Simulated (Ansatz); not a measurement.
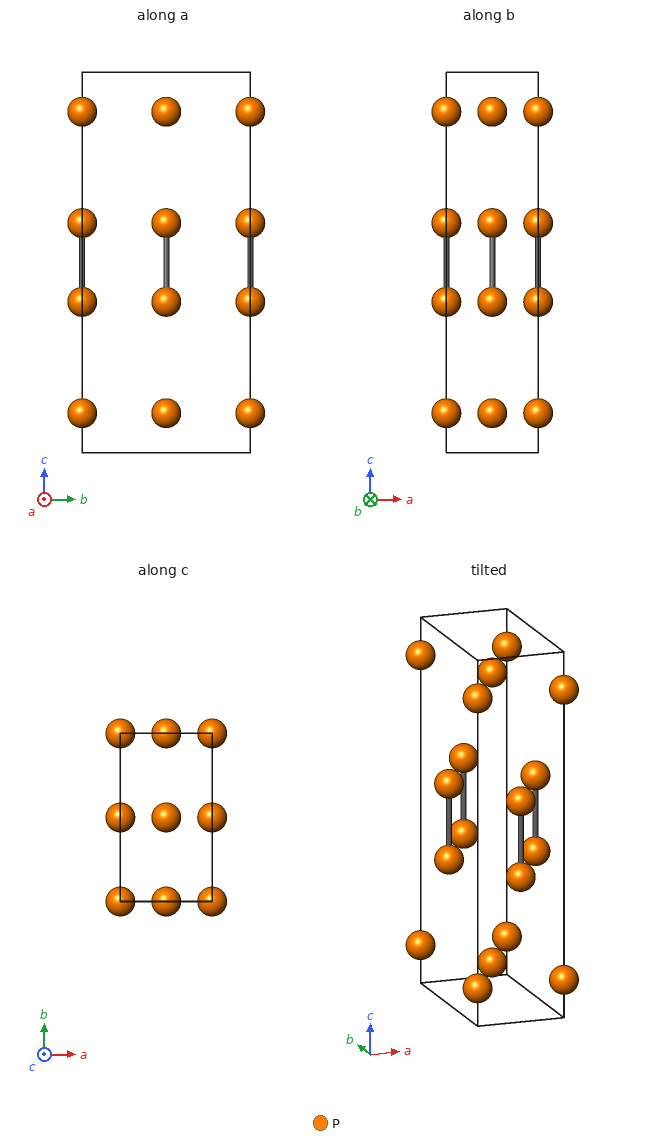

Shown here is a ball-and-stick view of the crystal, taken along the a axis, along the b axis, along the c axis and slightly off an axis. Thin lines show the conventional unit cell, with boundary atoms drawn in all their periodic places.

Lattice parameters: a = 2.602 Å, b = 4.764 Å, c = 10.776 Å, α = 90.00°, β = 90.00°, γ = 90.00°. Put a along x and b in the xy plane.

> Write down what is shown as a POSCAR file, with free fractional coordinates to two decimals.

```
P
1.0
     2.602    0.000    0.000
     0.000    4.764    0.000
     0.000    0.000   10.776
P
8
Direct
  0.50 0.00 0.40
  0.00 0.00 0.10
  0.50 0.50 0.90
  0.00 0.50 0.60
  0.00 0.00 0.90
  0.50 0.00 0.60
  0.00 0.50 0.40
  0.50 0.50 0.10
```

The initial geometry was a structure type filled with this element by a generator (whether the element takes this form wasn't checked). Earlier steps of the study may have refined or changed the cell and positions. A calculation with Ansatz used it as input.
